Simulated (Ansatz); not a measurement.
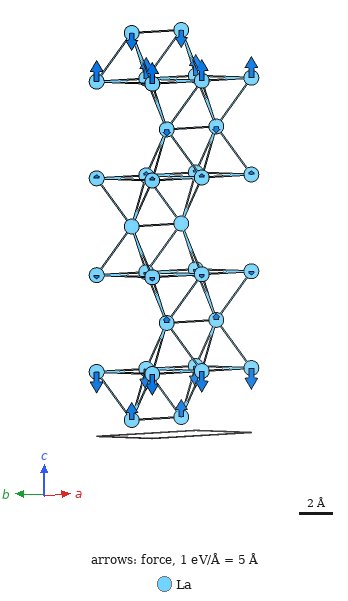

Starting geometry of a slab of composition La (cut from the P6_3/mmc phase) with the computed forces as blue arrows. A ball-and-stick model of the 2 × 1 repeat of the cell, outlined in the plane, without the vacuum, seen from a free direction.

The slab is the (0 0 1) face of La.

Theory: DFT r2SCAN, scalar-relativistic, plane waves, PAW in Ansatz.

Input file:
```yaml
crystal:
  lattice:
    - [3.7825490782, 0.0, 0.0]
    - [-1.8912745391, 3.2757835928, 0.0]
    - [0.0, 0.0, 39.0772971902]
  atoms:
    - { symbol: La, position: [0.3333333333, 0.6666666667, 0.1919272964] }
    - { symbol: La, position: [0.0, 0.0, 0.2689454723] }
    - { symbol: La, position: [0.6666666667, 0.3333333333, 0.3459636482] }
    - { symbol: La, position: [0.0, 0.0, 0.4229818241] }
    - { symbol: La, position: [0.3333333333, 0.6666666667, 0.5] }
    - { symbol: La, position: [0.0, 0.0, 0.5770181759] }
    - { symbol: La, position: [0.6666666667, 0.3333333333, 0.6540363518] }
    - { symbol: La, position: [0.0, 0.0, 0.7310545277] }
    - { symbol: La, position: [0.3333333333, 0.6666666667, 0.8080727036] }
basis:
  ecutwfc: 500
kpoints:
  mp_grid: { grid: [9, 9, 1] }
hamiltonian:
  xc: r2scan
scf:
  occupations: { method: gaussian, width: 0.1 }
output:
  forces: true
  eigenvalues: true
  write_density: true
  write_potential: true
  elf: true
  volumetric_format: npy
relax:
  adjacent_minimum: "off"
  f_tol: 0.02
  max_steps: 60
efield:
  axis: 3
  dipole_correction: true
  ramp_width: 0.04
```

Launched with:
```bash
ansatz run input.yaml --threads 4 --pin off --max-ram 10240MiB --backend cpu --events-out ev --progress --plain --runs-dir out
```

**What follows when this structure is relaxed?**

It isn't relaxed: the largest force vector, on La atoms, is 0.27 eV/Å. The final displacements follow the starting forces only in part (cosine between the two patterns 0.82). The largest moves relative to the layer's centre, 0.13 Å, are those of La1 and La9. La9 goes along the normal (−c). The lattice vectors keep their values. Some distances before and after: La1–La2 3.719 → 3.590 Å, La2–La3 3.719 → 3.769 Å, La3–La4 3.719 → 3.682 Å, La4–La5 3.719 → 3.731 Å. After 2 geometry steps the energy has fallen by 42.4 meV per cell of the calculation. The largest force component goes from 0.27 to 0.013 eV/Å. Cost: 49 s on 4 threads of Intel(R) Xeon(R) 6975P-C (Granite Rapids), on a shared host, peak memory 2.1 GiB.
